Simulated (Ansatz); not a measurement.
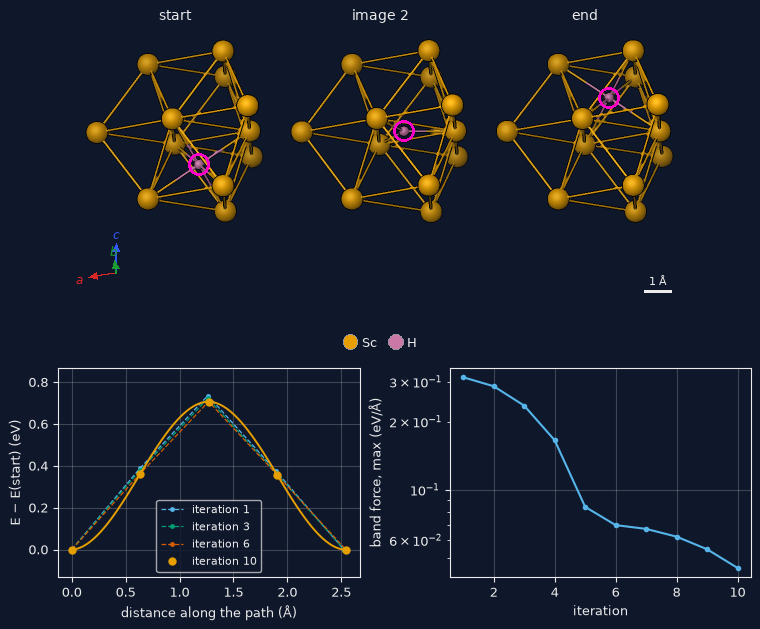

NEB run on Sc with an interstitial H (13 atoms in the cell). Images are numbered from 0 (start) to 4 (end). The plot follows the band through its iterations. A ball-and-stick model of the atoms within 4.3 Å of the middle of the path, seen from a free direction. The moving atom is ringed, with any periodic copies. Bonds to atoms that aren't drawn are left out.

Method: Ansatz 0.2.0, DFT PBE, scalar-relativistic, plane waves, PAW.

The input:
```yaml
crystal:
  lattice:
    - [6.62, 0.0, 0.0]
    - [-4.965, 8.599632, 0.0]
    - [0.0, 0.0, 5.27614]
  atoms:
    - { symbol: Sc, position: [-0.00048197, -0.00012665, -0.00343557] }
    - { symbol: Sc, position: [0.16656334, 0.22228312, 0.49835993] }
    - { symbol: Sc, position: [0.00032733, 0.3338774, -0.00139121] }
    - { symbol: Sc, position: [0.16664127, 0.55597462, 0.50115736] }
    - { symbol: Sc, position: [0.0014991, 0.66701069, 9.177e-05] }
    - { symbol: Sc, position: [0.16749108, 0.88850215, 0.49929329] }
    - { symbol: Sc, position: [0.49968148, -0.00062547, -0.00127887] }
    - { symbol: Sc, position: [0.6663653, 0.22185472, 0.50138023] }
    - { symbol: Sc, position: [0.50003781, 0.33333174, 0.00166645] }
    - { symbol: Sc, position: [0.66695768, 0.55584532, 0.50375709] }
    - { symbol: Sc, position: [0.49927045, 0.66718306, 0.00133404] }
    - { symbol: Sc, position: [0.665357, 0.88878252, 0.50004607] }
    - { symbol: H, position: [0.33231241, 0.77949099, 0.75204643] }
basis:
  ecutwfc: 420.0
kpoints:
  mp_grid: { grid: [3, 2, 3] }
hamiltonian:
  xc: pbe
scf:
  occupations: { method: gaussian, width: 0.05 }
  lower_state_search: "off"
  max_iter: 53
neb:
  images: 3
  f_tol: 0.05
  max_iterations: 50
  order_check: false
  spring: 50.0
  optimiser: fire
  final_atoms:
    - { symbol: Sc, position: [-0.00194097, -0.00067815, 0.00535133] }
    - { symbol: Sc, position: [0.16528079, 0.22178094, 0.50222364] }
    - { symbol: Sc, position: [-0.00080382, 0.33342209, 0.0018562] }
    - { symbol: Sc, position: [0.16545449, 0.55549872, 0.49872713] }
    - { symbol: Sc, position: [-4.073e-05, 0.66626684, -0.00072237] }
    - { symbol: Sc, position: [0.16591028, 0.88802823, 0.50188041] }
    - { symbol: Sc, position: [0.49847749, -0.00103704, 0.00089116] }
    - { symbol: Sc, position: [0.66498906, 0.22107271, 0.49757822] }
    - { symbol: Sc, position: [0.49867837, 0.33253216, -0.00278918] }
    - { symbol: Sc, position: [0.66585599, 0.55509939, 0.49438371] }
    - { symbol: Sc, position: [0.49808173, 0.66642295, -0.00209811] }
    - { symbol: Sc, position: [0.66402088, 0.88807785, 0.50043981] }
    - { symbol: H, position: [0.33162834, 0.77714926, 1.24979588] }
```

Command:
```bash
ansatz run input.yaml --threads 2 --pin off --max-ram 5120MiB --backend cpu --events-out ev --progress --plain --runs-dir out
```

> How did the profile develop, and is the result final?

The run is converged, with reservations. The band converged in 10 iterations. The largest component of the band force went from 0.31 to 0.045 eV/Å. The climbing image converged on the top of the path. Its curvatures weren't checked. The spring constant is far from the usual few eV/Å², which spoils the spacing or the steps. The first iteration put the highest image at 0.74 eV. The two ends have nearly the same energy, and the highest point, image 2, lies 0.71 eV above the start.

Limits of the set-up: the k-point mesh is coarse for a cell with partly filled bands; the periodic images lie only 5.3 Å apart, so the values are limited by the cell's size.

Cost: 4.9 min on 2 threads of Intel(R) Xeon(R) CPU @ 2.60GHz (Ice Lake), on a shared host, peak memory 1.2 GiB.
